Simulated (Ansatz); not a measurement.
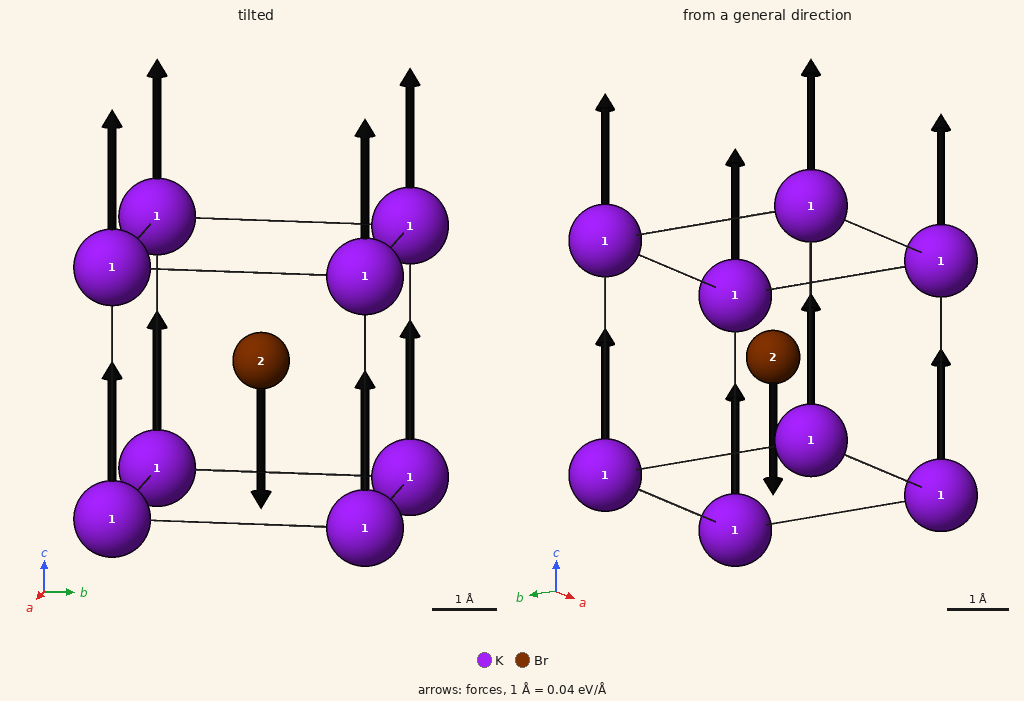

Crystal structure, spheres-only style, seen slightly off an axis and from a general direction. The simulation cell is drawn as a box. The arrows are the computed forces on the atoms.

System: KBr. The calculation used DFT PBEsol, scalar-relativistic, plane waves, PAW (Ansatz), with E_cut = 420 eV, the zone sampled with 6×6×6 points, Gaussian smearing of 0.05 eV, no spin polarisation.

Question: Is the structure at rest?

Answer: No. The atoms still feel forces of up to about 0.079 eV/Å, above a usual threshold of 0.01 to 0.03 eV/Å.

Question: Find the atom with the largest force.

Answer: K1 and Br2, about 0.079 eV/Å.

Origin of the cell: a structure listed in the Materials Project. The cell was then strained or its atoms displaced on purpose. It was the input of a calculation with Ansatz.
